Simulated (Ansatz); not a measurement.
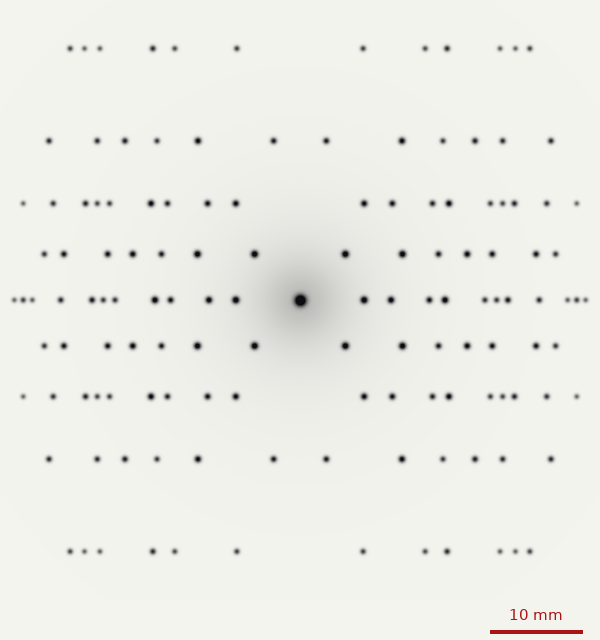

Simulated X-ray rotation photograph: Mo Kα radiation (λ = 0.7107 Å), cylindrical film of radius 28.65 mm unrolled, rotation axis vertical and normal to the beam, kinematic intensities without Lorentz or polarisation factors, the film spanning ±63° about the beam; spots down to d = 0.68 Å.

> What lattice repeat along the rotation axis do the layer lines give?

The first layer line lies 5.0 mm from the equator, so tan ν = 0.176, sin ν = 0.174 and the period is λ/sin ν = 4.10 Å. Further lines follow at 10.6, 17.5, 27.6 mm.

The crystal is Ce, space group Im-3m (No. 229), a = 4.095 Å. Structure: the input geometry of an electronic-structure calculation (not necessarily at equilibrium); the starting structure was generated, so it need not be a known form of this composition.

> About which axis was it rotated?

About [001] (or an equivalent direction), whose length in the conventional cell is 4.095 Å.
